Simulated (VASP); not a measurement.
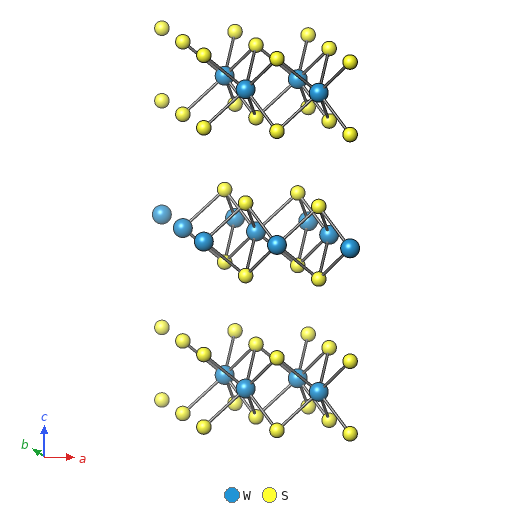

System: WS₂, space group P3m1 (No. 156). The picture shows the slab (repeated in the plane, vacuum cut away).

Input of the run:
```
ALGO = Normal ; EDIFF = 1E-7
ENCUT = 520 ; GGA = PS
ISIF = 2 ; ISMEAR = -1
KPAR = 4 ; LASPH = True
LCHARG = False ; LREAL = False
LWAVE = False ; NBANDS = 49
NELM = 80 ; PREC = Accurate
SIGMA = 0.05
```

Command:
```bash
cat potpaw_PBE.64/W_sv/POTCAR potpaw_PBE.64/S/POTCAR > POTCAR
mpirun -np 4 vasp_std > vasp.out
```

Calculation (VASP 6.6.1): plane-wave DFT, no spin polarisation; energies at scaled volumes of the given cell, shape and fractions fixed, counted from the fit's minimum, third-order Birch-Murnaghan fit. Level: PBEsol.

| setting | value |
| --- | --- |
| k mesh | 10×10×1 |
| occupations | Fermi–Dirac |
| smearing width | 0.05 eV |
| potentials | VASP PAW PBE potentials, recommended |
| wave cutoff | 520 eV |

Predict the energy and pressure against volume. The volume takes the values 26.15, 26.70, 27.26, 27.82, 28.37, 28.93, 29.48 Å³/atom.

A third-order Birch–Murnaghan fit gives V0 = 27.35 Å³/atom, B0 = 109 GPa and B′ = 4.4. The energy is 19.50 meV/atom at volume 26.15 Å³/atom and 49.43 meV/atom at 29.48 Å³/atom; the lowest computed point is at volume 27.26 Å³/atom (0.11 meV/atom), in a single well. The pressure falls from 5.35 GPa at volume 26.15 Å³/atom to −6.98 GPa at 29.48 Å³/atom, and changes sign near 27.34 Å³/atom.

```json
{"volume (Å³/atom)": "26.15", "energy (meV/atom)": "19.50", "pressure (GPa)": "5.35"}
{"volume (Å³/atom)": "26.70", "energy (meV/atom)": "5.43", "pressure (GPa)": "2.70"}
{"volume (Å³/atom)": "27.26", "energy (meV/atom)": "0.11", "pressure (GPa)": "0.32"}
{"volume (Å³/atom)": "27.82", "energy (meV/atom)": "2.60", "pressure (GPa)": "-1.82"}
{"volume (Å³/atom)": "28.37", "energy (meV/atom)": "12.14", "pressure (GPa)": "-3.73"}
{"volume (Å³/atom)": "28.93", "energy (meV/atom)": "27.96", "pressure (GPa)": "-5.45"}
{"volume (Å³/atom)": "29.48", "energy (meV/atom)": "49.43", "pressure (GPa)": "-6.98"}
```

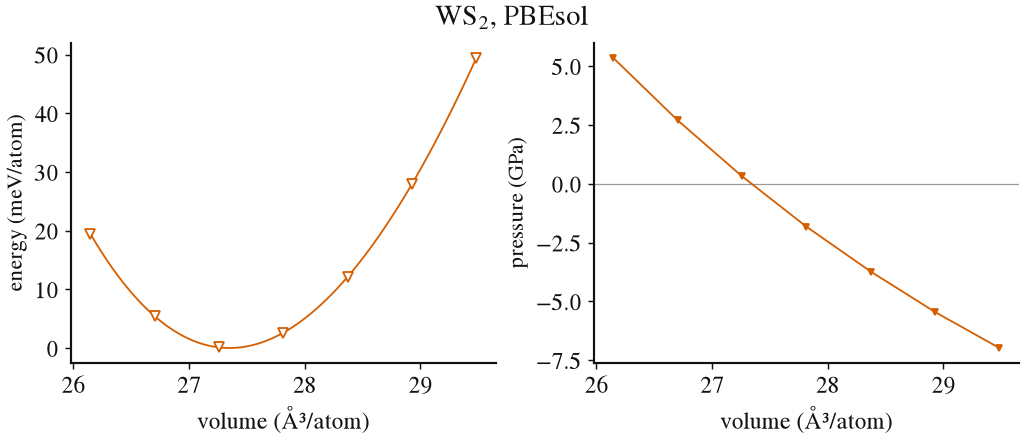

Note: shape and atomic fractions are frozen while scaling, which makes layered, chain and framework solids too stiff.
